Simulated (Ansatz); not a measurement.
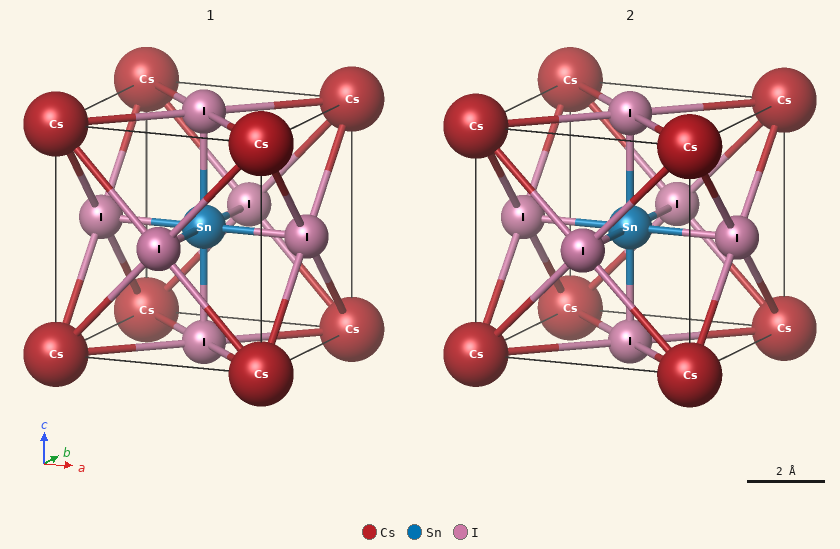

Two geometries of crystalline CsSnI₃ (set up in Pm-3m): one is the relaxed structure, the other was perturbed away from it. Style: ball-and-stick. Shown: the cell of the calculation, slightly off an axis.

Level of theory: DFT PBEsol, scalar-relativistic, plane waves, PAW (Ansatz 0.2.0). Set-up: plane-wave cutoff 420 eV; k-point mesh 6 × 6 × 6; occupations gaussian; smearing width 0.01 eV; no spin polarisation.

> Which is the distorted one, and what does the distortion cost?

Structure 1 is the perturbed one. Biaxial strain in the a–b plane, −4.0 %, is applied. The c axis and the atoms are relaxed. Energy change: +25.9 meV per atom. Pressure: 0.0 GPa before, 1.7 GPa after. The principal stresses (compression positive) are 0.0 GPa along c and 2.5 GPa across it. Cell: a = b 6.134 → 5.889 Å (−4.0 %), c 6.134 → 6.193 Å (+1.0 %). Volume −6.9 %. The atoms keep their places relative to the cell (all moves are under 0.005 Å). Some distances before and after: Cs–I 4.337 → 4.164 to 4.273 Å, I–Sn 3.067 → 2.944 to 3.097 Å. The space group (tolerance 0.01 Å) goes from Pm-3m (No. 221) to P4/mmm (No. 123).
